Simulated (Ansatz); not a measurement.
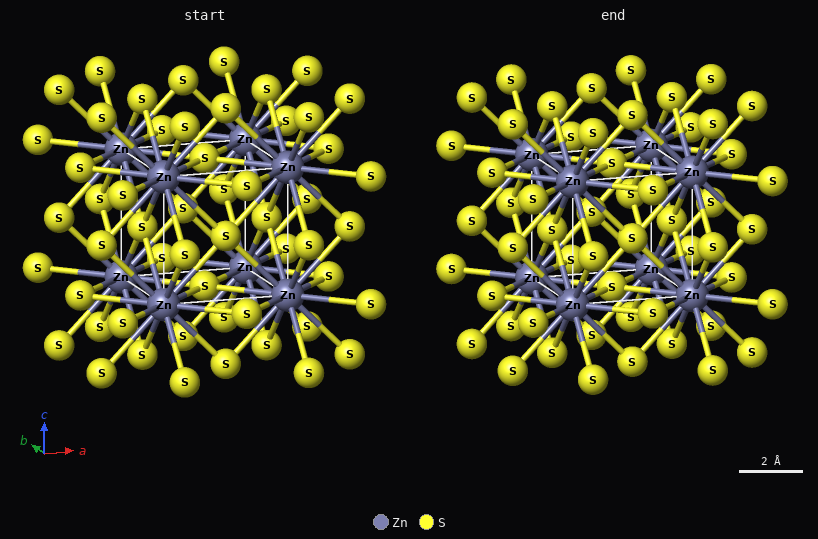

The structure of a crystal of ZnS$_{3}$ (built on the Cu3Au (L1_2)_221 type) (coarse preliminary run) before (left) and after (right) a relaxation, at one scale.

Style: ball-and-stick. Shown: the cell of the calculation, slightly off an axis.

Case: Cu3Au (L1_2) type (Pm-3m, No. 221).

Level of theory: DFT PBE, scalar-relativistic, plane waves, PAW in Ansatz. (plane-wave cutoff 420 eV; k-point mesh 4 × 4 × 4; occupations gaussian; smearing width 0.1 eV; no spin polarisation; cell and atoms relaxed; force threshold 0.04 eV/Å; at most 70 steps)

Q: Summarise the run.

A: The atoms keep their places relative to the cell (all moves are under 0.005 Å). Cell: a = b = c 4.226 → 4.074 Å (−3.6 %). Volume −10.4 %. Near-neighbour distances that change, for instance: S–Zn 2.988 → 2.881 Å. The space group stays Pm-3m (No. 221). Over 3 accepted moves (4 points after the start) the energy falls by 41.8 meV per atom. All forces vanish by symmetry, so only the cell relaxes. The pressure goes from −6.19 to −0.02 GPa. At 1 point the geometry stayed and the basis and grid were re-selected for the new cell (energy shift of 0.3 meV per atom at most each time).

Limits of the set-up: the k-point mesh is coarse for a cell with partly filled bands.
